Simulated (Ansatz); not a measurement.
# Rb2LiVO4 (Cmc2_1): the r2SCAN gap against the wavefunction cutoff

Wanted: the cheapest wavefunction cutoff that holds the r2SCAN gap of Rb2LiVO4 (Cmc2_1).

Method: DFT, r2SCAN, plane waves, PAW; PAW set soft_1, in Ansatz 0.2.0.

## (1) The starting structure

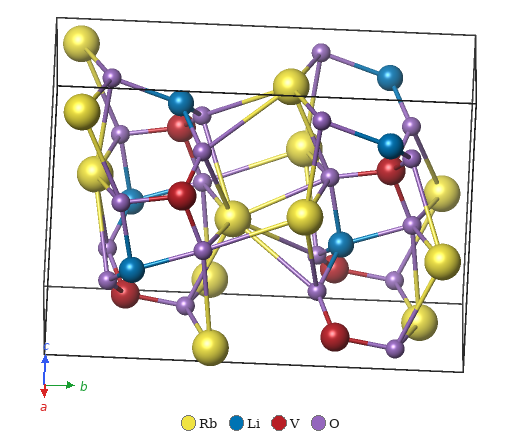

The cell as given, slightly off an axis (rubidium yellow, lithium blue, vanadium red, oxygen purple). This picture shows the conventional cell, with its axes. Some periodic images of atoms are drawn too.

The cell and positions come from the Crystallography Open Database and are kept as given unless a step says otherwise.

## (2) Wavefunction cutoff: 220 eV

input.yaml

```yaml
crystal:
  lattice:
    - [2.9395, -5.8505, 0.0]
    - [2.9395, 5.8505, 0.0]
    - [0.0, 0.0, 7.933]
  atoms:
    - { symbol: Rb, position: [0.605, 0.395, 0.9488] }
    - { symbol: Rb, position: [0.395, 0.605, 0.4488] }
    - { symbol: Rb, position: [0.0617, 0.9383, 0.5932] }
    - { symbol: Rb, position: [0.9383, 0.0617, 0.0932] }
    - { symbol: Li, position: [0.1989, 0.8011, 0.1716] }
    - { symbol: Li, position: [0.8011, 0.1989, 0.6716] }
    - { symbol: V, position: [0.6905, 0.3095, 0.3894] }
    - { symbol: V, position: [0.3095, 0.6905, 0.8894] }
    - { symbol: O, position: [0.4087, 0.1191, 0.2817] }
    - { symbol: O, position: [0.5913, 0.8809, 0.7817] }
    - { symbol: O, position: [0.8809, 0.5913, 0.2817] }
    - { symbol: O, position: [0.1191, 0.4087, 0.7817] }
    - { symbol: O, position: [0.634, 0.366, 0.5887] }
    - { symbol: O, position: [0.366, 0.634, 0.0887] }
    - { symbol: O, position: [0.835, 0.165, 0.4236] }
    - { symbol: O, position: [0.165, 0.835, 0.9236] }
kpoints:
  mp_grid: { grid: [4, 4, 4] }
  band_path:
    path:
      - [0.0, 0.0, 0.0]
      - [-0.5, 0.5, 0.0]
      - [-0.68688959, 0.31311041, 0.0]
      - [-0.31311041, -0.31311041, 0.0]
      - [0.0, 0.0, -0.5]
      - [-0.31311041, -0.31311041, -0.5]
      - [-0.68688959, 0.31311041, -0.5]
      - [-0.5, 0.5, -0.5]
      - [-0.5, 0.0, 0.0]
    npoints: 1
hamiltonian:
  xc: r2scan
  pseudopotentials: { kind: paw, azcp: { folder: soft_1 } }
scf:
  occupations: { method: fermi_dirac, width: 0.02 }
  n_extra_bands: 9
  max_iter: 80
output:
  eigenvalues: true
  forces: true
  stress: true
basis:
  ecutwfc: 220.0
```

On the command line:

```
ansatz run input.yaml --threads 24 --pin off --max-ram 82944MiB --backend cuda --events-out ev --progress --plain --runs-dir out --devices 1 --max-vram 78GiB
```

Numbers of over 12 decimals in the logs are rounded to 6 here.

What it wrote:

```text
Warning: basis.ecutwfc = 220 eV is below the records' recommended 500 eV, and the density's cutoff is lower with it unless basis.ecutrho_ratio is high enough to keep the records' density cutoff: compare with a run at a higher cutoff
scf.n_extra_bands = 9 over 58 filled bands (N_el = 116.0): the run solves 67 bands
GPUs: using 1 of 1 available (devices: 1).
Engine: ansatz 0.2.0, aarch64-unknown-linux-gnu
Pseudopotentials: kind: paw
Pseudopotential: Rb, paw, valence charge 9, recommended cutoff 500 eV (meta_gga), soft_1/Rb.paw.azcp
Pseudopotential: Li, paw, valence charge 3, recommended cutoff 500 eV (meta_gga), soft_1/Li.paw.azcp
Pseudopotential: V, paw, valence charge 13, recommended cutoff 500 eV (meta_gga), soft_1/V.paw.azcp
Pseudopotential: O, paw, valence charge 6, recommended cutoff 500 eV (meta_gga), soft_1/O.paw.azcp
Functional definition: r2SCAN
  parameter k0 = 0.174
  parameter k1 = 0.065
  parameter a1 = 4.9479
  exchange = r2scan_x(k0 = k0, k1 = k1, a1 = a1)
  correlation = r2scan_c
device memory: the entry about to start is reckoned to put 13.6 GiB on a device that reports 166.8 GiB free (of which the cap on the GPU budget leaves the run 78.0 GiB)
GPU FFT provider: cuFFT
GPU libraries: cuBLAS 13.8.1, cuFFT 12.4.0, cuSOLVER 12.3.2
GPU matrix products: emulated (plane waves: as basis.precision tells), large ones in fixed point in workspaces of 1.00 GiB
Crystal: 16 atoms, lattice volume = 272.856 Å³
Basis set: ecut = 220 eV, 2011 PW (Γ), exchange–correlation on 128×128×160 points (64 copies of the dense FFT grid, shifted against one another)
Bands: 67, of which v1, the nominal top of the filled ones, is band 58 counted from 1 (57 counted from 0)
Symmetry: 4 space group operations
Space group: Cmc21 (ITA 36), of the structure as read, at distance tolerance 6.5e-5 Å
k-points: 21 of 64 (time reversal used)
Non-local potential: Rb, projectors of the file, l = 0: 3, l = 1: 2, l = 2: 2
Non-local potential: Li, projectors of the file, l = 0: 3, l = 1: 2, l = 2: 1
Non-local potential: V, projectors of the file, l = 0: 3, l = 1: 2, l = 2: 3, l = 3: 1
Non-local potential: O, projectors of the file, l = 0: 2, l = 1: 2, l = 2: 1
PAW form: soft (Blöchl's): semilocal exchange-correlation on the pseudo side does not see the compensation charge
PAW frozen core: Rb, regenerated for the run's functional (the file was generated under x = pbe(κ = 0.804, μ = 0.219515), c = pbe(β = 0.066725))
PAW frozen core: V, regenerated for the run's functional (the file was generated under x = pbe(κ = 0.804, μ = 0.219515), c = pbe(β = 0.066725))
PAW frozen core: O, regenerated for the run's functional (the file was generated under x = pbe(κ = 0.804, μ = 0.219515), c = pbe(β = 0.066725))
PAW one-centre angular grid: Rb, 302 points (default); XC on 160 Gauss nodes
PAW one-centre angular grid: Li, 302 points (default); XC on 295 of its mesh's 2161 points in the sphere
PAW one-centre angular grid: V, 590 points (default); XC on 160 Gauss nodes
PAW one-centre angular grid: O, 302 points (default); XC on 160 Gauss nodes
Initial density: superposition of atomic densities (chi_scale 0.1, normalization cell, long waves kept (reshape's long-wave potential 0.04 eV rms))
Initial wavefunctions: pseudopotential atomic-orbital guess
GPU buffer pool allocated for 40960 grid points (all kernels)
GPU transforms: local potential and band sums: pruned to the plane-wave sphere, on 32×32×40
Functional: x = r2scan, c = r2scan; τ floored in thin density (d = 2e-4 eV/Å³)
SCF iter   1: F=—  HF=-23895.461474 eV  |F-HF|=—  |Δ(HF+E_count)|=         —  Δρ=8.87e-2  dr2=1.03e1  dr2_τ=8.21e-1  ethr=3.10e-3  ⟨swp⟩=7.7  Hψ=5153  notcnv=0
preconditioner: auto → Resta (q_TF=auto, 2.366 Å⁻¹)  ε∞=3.8  [insulator: Δε(μ)=4.002 eV  Ē_g=12.546 eV  σ=0.020 eV  W_gap=1.00  n_scr=58 (ndim 8)  ℏωp=21.1 eV  f_vac=0.000  D(μ)=0.00/eV (n_scr^D=0)  ε∞_Penn≈3.8]
SCF iter   2: F=—  HF=-23893.522867 eV  |F-HF|=—  |Δ(HF+E_count)|=    1.94e0  Δρ=3.35e-2  dr2=2.13e0  dr2_τ=2.15e-1  ethr=3.10e-3  ⟨swp⟩=2.4  Hψ=2880  notcnv=0  defer=101
SCF iter   3: F=—  HF=-23893.512562 eV  |F-HF|=—  |Δ(HF+E_count)|=   1.03e-2  Δρ=2.33e-2  dr2=1.47e0  dr2_τ=1.33e-1  ethr=1.84e-3  ⟨swp⟩=2.4  Hψ=2280  notcnv=0  defer=101
SCF iter   4: F=—  HF=-23893.409056 eV  |F-HF|=—  |Δ(HF+E_count)|=   1.04e-1  Δρ=1.08e-2  dr2=4.14e-1  dr2_τ=1.91e-2  ethr=1.26e-3  ⟨swp⟩=2.1  Hψ=1993  notcnv=0  defer=102
SCF iter   5: F=—  HF=-23893.382471 eV  |F-HF|=—  |Δ(HF+E_count)|=   2.66e-2  Δρ=4.65e-3  dr2=7.93e-2  dr2_τ=1.21e-3  ethr=3.57e-4  ⟨swp⟩=2.0  Hψ=1769  notcnv=0  defer=102
SCF iter   6: F=—  HF=-23893.379454 eV  |F-HF|=—  |Δ(HF+E_count)|=   3.02e-3  Δρ=1.75e-3  dr2=9.92e-3  dr2_τ=6.04e-4  ethr=6.84e-5  ⟨swp⟩=2.0  Hψ=1891  notcnv=0  defer=102
SCF iter   7: F=—  HF=-23893.378452 eV  |F-HF|=—  |Δ(HF+E_count)|=   1.00e-3  Δρ=2.57e-4  dr2=2.04e-4  dr2_τ=8.92e-6  ethr=8.55e-6  ⟨swp⟩=2.1  Hψ=2233  notcnv=0  defer=102
SCF iter   8: F=—  HF=-23893.378505 eV  |F-HF|=—  |Δ(HF+E_count)|=   5.28e-5  Δρ=9.90e-5  dr2=3.68e-5  dr2_τ=1.47e-6  ethr=1.75e-7  ⟨swp⟩=2.6  Hψ=2541  notcnv=0  defer=102
SCF iter   9: F=—  HF=-23893.379203 eV  |F-HF|=—  |Δ(HF+E_count)|=   6.98e-4  Δρ=2.03e-5  dr2=1.40e-6  dr2_τ=9.83e-8  ethr=3.18e-8  ⟨swp⟩=2.5  Hψ=2083  notcnv=0  defer=102
SCF iter  10: F=—  HF=-23893.379204 eV  |F-HF|=—  |Δ(HF+E_count)|=   5.30e-7  Δρ=2.55e-5  dr2=1.77e-6  dr2_τ=1.67e-7  ethr=1.21e-9  ⟨swp⟩=2.0  Hψ=2229  notcnv=0  defer=102
SCF iter  11: F=-23893.379203 eV  HF=-23893.379203 eV  |F-HF|=2.42e-8  |Δ(HF+E_count)|=   3.09e-7  Δρ=3.96e-6  dr2=4.67e-8  dr2_τ=4.19e-9  ethr=8.62e-11  ⟨swp⟩=11.0  Hψ=6789  notcnv=0
SCF 1 converged in 11 iterations: F = -23893.379203 eV  dr2 = 4.67e-8
[...]
device memory: the entry about to start is reckoned to put 6.1 GiB on a device that reports 165.9 GiB free (of which the cap on the GPU budget leaves the run 78.0 GiB)
NSCF: frozen V_eff on 9 k-points
SCF converged after 11 iterations
Free energy (F): -23893.379203 eV
Harris-Foulkes:  -23893.379203 eV  (|F-HF|=2.42e-8)
Internal energy: -23893.379203 eV  (E = F + TS)
E sigma→0 (E₀):  -23893.379203 eV
Fermi energy:    5.984175 eV
--- Per-component energies (eV) ---
  E_band       = -1261.713273
  E_kinetic    = 2794.513775
  E_local      = -9873.929206  (includes V_loc(G=0)·N_el)
  E_nonlocal   = 1196.025101
  E_hartree    = 3632.854018
  E_xc         = -1310.743950
  E_vxc        = -1783.132903  (∫ρ·V_xc dr)
  E_paw        = -14159.590094  (= ΣΔE_a)
  E_vpaw       = -974.799934  (= ΣTr[D̂ρ^β])
  E_aug_tail   = 0.070483  (compensation charges beyond the density's cutoff)
  E_vtau       = 113.829751  (kinetic-family band-sum trace: ∫τ·v_τ [+ j·A + Jᵃ·Aᵃ] dr)
  E_ewald      = -6171.204530
  E_core_change = -1.374801  (= ΣΔE_core)
  E_smearing   = -0.000000  (= −TS)
  E_closure    = -0.000000  (closes the sum)
  Σ components = -23893.379203   (vs F -23893.379203, Δ=0.00e0)
--- Forces (eV/Å), atoms counted from 1 ---
  atom   1  Rb    -0.00000000     0.02499163     0.06926784
  atom   2  Rb     0.00000000    -0.02499163     0.06926784
  atom   3  Rb    -0.00000000     0.00304552    -0.07168007
  atom   4  Rb    -0.00000000    -0.00304552    -0.07168007
  atom   5  Li     0.00000000    -0.11162512    -0.06278226
  atom   6  Li    -0.00000000     0.11162512    -0.06278226
  atom   7  V     -0.00000000     0.35061864    -0.20549426
  atom   8  V      0.00000000    -0.35061864    -0.20549426
  atom   9  O     -1.24950139     0.34164432    -0.61398780
  atom  10  O      1.24950139    -0.34164432    -0.61398780
  atom  11  O      1.24950139     0.34164432    -0.61398780
  atom  12  O     -1.24950139    -0.34164432    -0.61398780
  atom  13  O     -0.00000000     0.55115548     1.25222296
  atom  14  O      0.00000000    -0.55115548     1.25222296
  atom  15  O      0.00000000    -1.62721484     0.24611180
  atom  16  O     -0.00000000     1.62721484     0.24611180
  max |Σ_I F_I| component: 6.59e-4 eV/Å
--- Stress (GPa, compression-positive) ---
        1.978145      -0.000000       0.000000
       -0.000000       3.032970       0.000000
        0.000000       0.000000       1.915887
  P = ⅓ Tr σ = 2.3090 GPa (23.090 kbar)
--- Band table (eV; the first three rows and the last of 21) ---
  k-point 0: bands = [... 54 lower, 3.4373, 3.5170, 3.5453, 3.6155, 8.3544, 8.5533, 8.5538, 8.5729, ... 5 higher]
  k-point 1: bands = [... 54 lower, 3.3724, 3.4181, 3.5709, 3.6278, 8.4482, 8.4940, 8.5545, 8.5789, ... 5 higher]
  k-point 2: bands = [... 54 lower, 3.3652, 3.3652, 3.6547, 3.6547, 8.5886, 8.5886, 8.6102, 8.6102, ... 5 higher]
  k-point 20: bands = [... 54 lower, 3.3617, 3.3617, 3.5619, 3.5619, 8.4858, 8.4858, 8.5619, 8.5619, ... 5 higher]
```

It took 1.7 s on 1 × NVIDIA GB200 (shared by 2 runs) with 24 threads of Arm Neoverse V2, shared host; peak memory 1 GiB; 8.5 s of CPU time.

The column dr2 measures how far the density is from self-consistency, as an energy; F and HF (Harris–Foulkes) agree once it is small.

Numbers from this step:

- pressure: 2.309 GPa
- gap: 4.578 eV
- valence top at: Y
- conduction bottom at: k = (-0.500, 0.000, 0.000)
- least direct gap: 4.722 eV

The gap is indirect, with the least direct gap 0.14 eV higher.

## (3) Wavefunction cutoff: 350 eV

Changes to input.yaml since step 2:

```diff
@@ -40,3 +40,3 @@
 scf:
-  occupations: { method: fermi_dirac, width: 0.02 }
+  occupations: { method: fixed }
   n_extra_bands: 9
@@ -48,2 +48,2 @@
 basis:
-  ecutwfc: 220.0
+  ecutwfc: 350.0
```

What it wrote:

```text
[...]
GPUs: using 1 of 1 available (devices: 1).
[...]
GPU FFT provider: cuFFT
GPU libraries: cuBLAS 13.8.1, cuFFT 12.4.0, cuSOLVER 12.3.2
[...]
Crystal: 16 atoms, lattice volume = 272.856 Å³
Basis set: ecut = 350 eV, 4029 PW (Γ), exchange–correlation on 160×160×200 points (64 copies of the dense FFT grid, shifted against one another)
[...]
k-point 0: bands = [... 54 lower, 3.4121, 3.4779, 3.5522, 3.6223, 8.1549, 8.1688, 8.1816, 8.2475, ... 5 higher]
  k-point 1: bands = [... 54 lower, 3.3583, 3.4307, 3.5886, 3.6183, 8.1678, 8.1756, 8.2001, 8.2463, ... 5 higher]
  k-point 2: bands = [... 54 lower, 3.3506, 3.3506, 3.6141, 3.6141, 8.1810, 8.1810, 8.2321, 8.2321, ... 5 higher]
  k-point 20: bands = [... 54 lower, 3.3485, 3.3485, 3.5712, 3.5712, 8.1867, 8.1867, 8.2528, 8.2528, ... 5 higher]
[key lines of the parts left out:]
SCF converged after 11 iterations
Free energy (F): -23922.838055 eV
Fermi energy:    3.665039 eV
P = ⅓ Tr σ = -0.5588 GPa (-5.588 kbar)
```

The job ended after 1.7 s (1 × NVIDIA GB200 (shared by 2 runs) with 24 threads; peak memory 1.2 GiB; 8.1 s of CPU time).

This step gave:

| Item | Value |
| --- | --- |
| pressure | -0.5588 GPa |
| gap | 4.359 eV |
| valence top at | Y |
| conduction bottom at | k = (-0.500, 0.000, 0.000) |
| least direct gap | 4.433 eV |

The gap is 4.359 eV, −0.218 eV from the run before at this level.

## (4) Wavefunction cutoff: 500 eV (the default)

input.yaml, the sections that differ from step 3:

```yaml
kpoints:
  mp_grid: { grid: [4, 4, 4] }
  band_path:
    path:
      - [[0.0, 0.0, 0.0], [-0.5, 0.5, 0.0], [-0.68688959, 0.31311041, 0.0]]
      - [[-0.31311041, -0.31311041, 0.0], [0.0, 0.0, 0.0], [0.0, 0.0, -0.5], [-0.31311041, -0.31311041, -0.5]]
      - [[-0.68688959, 0.31311041, -0.5], [-0.5, 0.5, -0.5], [-0.5, 0.5, 0.0]]
      - [[0.0, 0.0, 0.0], [-0.5, 0.0, 0.0], [-0.5, 0.0, -0.5], [0.0, 0.0, -0.5], [-0.5, 0.5, -0.5]]
    npoints: 10
scf:
  occupations: { method: fermi_dirac, width: 0.02 }
  n_extra_bands: 9
# crystal, hamiltonian, output: as in step 3
# basis: removed
```

What it wrote:

```text
[...]
GPUs: using 1 of 1 available (devices: 1).
[...]
GPU FFT provider: cuFFT
GPU libraries: cuBLAS 13.8.1, cuFFT 12.4.0, cuSOLVER 12.3.2
[...]
Crystal: 16 atoms, lattice volume = 272.856 Å³
Basis set: ecut = 500 eV, 6919 PW (Γ), exchange–correlation on 192×192×240 points (64 copies of the dense FFT grid, shifted against one another)
[...]
k-point 0: bands = [... 54 lower, 3.4104, 3.4772, 3.5508, 3.6207, 8.1488, 8.1635, 8.1745, 8.2406, ... 5 higher]
  k-point 1: bands = [... 54 lower, 3.3566, 3.4302, 3.5868, 3.6184, 8.1612, 8.1689, 8.1936, 8.2392, ... 5 higher]
  k-point 2: bands = [... 54 lower, 3.3487, 3.3487, 3.6133, 3.6133, 8.1737, 8.1737, 8.2251, 8.2251, ... 5 higher]
  k-point 20: bands = [... 54 lower, 3.3476, 3.3476, 3.5704, 3.5704, 8.1808, 8.1808, 8.2467, 8.2467, ... 5 higher]
[key lines of the parts left out:]
SCF converged after 11 iterations
Free energy (F): -23923.295583 eV
Fermi energy:    5.838251 eV
P = ⅓ Tr σ = -0.6051 GPa (-6.051 kbar)
```

Run time: 3.1 s. Hardware: 1 × NVIDIA GB200 (shared by 2 runs) with 24 threads; peak memory 1.3 GiB; 17 s of CPU time.

This step gave:

```yaml
pressure: -0.6051 GPa
gap: 4.354 eV
valence_top_at: Y
conduction_bottom_at: S
least_direct_gap: 4.427 eV
```

The gap is 4.354 eV, −0.006 eV from the run before at this level.

## (5) Wavefunction cutoff: 750 eV

input.yaml, the sections that differ from step 4:

```yaml
kpoints:
  mp_grid: { grid: [4, 4, 4] }
  band_path:
    path:
      - [0.0, 0.0, 0.0]
      - [-0.5, 0.5, 0.0]
      - [-0.68688959, 0.31311041, 0.0]
      - [-0.31311041, -0.31311041, 0.0]
      - [0.0, 0.0, -0.5]
      - [-0.31311041, -0.31311041, -0.5]
      - [-0.68688959, 0.31311041, -0.5]
      - [-0.5, 0.5, -0.5]
      - [-0.5, 0.0, 0.0]
    npoints: 1
scf:
  occupations: { method: fixed }
  n_extra_bands: 9
  max_iter: 80
basis:
  ecutwfc: 750.0
# crystal, hamiltonian, output: as in step 4
```

What it wrote:

```text
[...]
GPUs: using 1 of 1 available (devices: 1).
[...]
GPU FFT provider: cuFFT
GPU libraries: cuBLAS 13.8.1, cuFFT 12.4.0, cuSOLVER 12.3.2
[...]
Crystal: 16 atoms, lattice volume = 272.856 Å³
Basis set: ecut = 750 eV, 12729 PW (Γ), exchange–correlation on 240×240×288 points (64 copies of the dense FFT grid, shifted against one another)
[...]
k-point 0: bands = [... 54 lower, 3.4104, 3.4772, 3.5507, 3.6206, 8.1481, 8.1627, 8.1738, 8.2398, ... 5 higher]
  k-point 1: bands = [... 54 lower, 3.3565, 3.4302, 3.5867, 3.6183, 8.1604, 8.1681, 8.1929, 8.2385, ... 5 higher]
  k-point 2: bands = [... 54 lower, 3.3486, 3.3486, 3.6132, 3.6132, 8.1729, 8.1729, 8.2244, 8.2244, ... 5 higher]
  k-point 20: bands = [... 54 lower, 3.3475, 3.3475, 3.5703, 3.5703, 8.1801, 8.1801, 8.2460, 8.2460, ... 5 higher]
[key lines of the parts left out:]
SCF converged after 11 iterations
Free energy (F): -23923.342711 eV
Fermi energy:    3.664851 eV
P = ⅓ Tr σ = -0.6200 GPa (-6.200 kbar)
```

Wall time 2.4 s (1 × NVIDIA GB200 (shared by 2 runs) with 24 threads); peak memory 1.7 GiB; 16 s of CPU time.

This step gave:

```yaml
pressure: -0.6200 GPa
gap: 4.353 eV
valence_top_at: Y
conduction_bottom_at: k = (-0.500, 0.000, 0.000)
least_direct_gap: 4.426 eV
```

The gap is 4.353 eV, −0.001 eV from the run before at this level.

## (6) The series

Differences are against the last row; a negative gap means that bands overlap, and a run with a band path holds that path's time. Times are wall times on 1 × NVIDIA GB200 (shared by 2 runs) with 24 threads of Arm Neoverse V2, shared host, good to a factor of about two.

| wavefunction cutoff | gap (eV) | direct gap (eV) | gap error (eV) | energy error (meV/atom) | irreducible k | time |
| --- | --- | --- | --- | --- | --- | --- |
| 220 eV | 4.578 | 4.722 | +0.225 | +1872.7 | 21 | 1.7 s |
| 350 eV | 4.359 | 4.433 | +0.007 | +31.5 | 21 | 1.7 s |
| 500 eV | 4.354 | 4.427 | +0.001 | +2.9 | 21 | 3.1 s |
| 750 eV | 4.353 | 4.426 | +0.000 | +0.0 | 21 | 2.4 s |

## (7) What came out

- 220 eV: 4.578 eV
- 350 eV: 4.359 eV
- 500 eV: 4.354 eV
- 750 eV: 4.353 eV

**Reading.** The gap holds to 0.02 eV from 350 eV on. At 220 eV the gap is off by +0.225 eV and the energy by +1873 meV/atom. The runs have no spin polarisation. For a closed low-spin shell that is the natural state; where a d or f shell is open it is a constraint, and the gap is then not the crystal's own.

[Paths, hosts, dates, memory and timing lines, banners, echoed tables and standing remarks are left out of the program output.]

[Logs are printed without paths, hosts, clocks, repeated set-up lines and the standing remarks that a program may print on its own settings, such as how far it seeks lower states.]

[Runs of the session that timed out or met a known fault of the program may be left out.]

[Cells called generated may have been cut or substituted from an entry of the Crystallography Open Database or the Materials Project.]

[No measured gap is set beside runs whose start may be inverted or whose files or cutoffs have a known fault.]

[Hosts, paths, dates, database ids (printed as entryN), source tags and the programs' standing remarks are cut or masked in the printed files.]
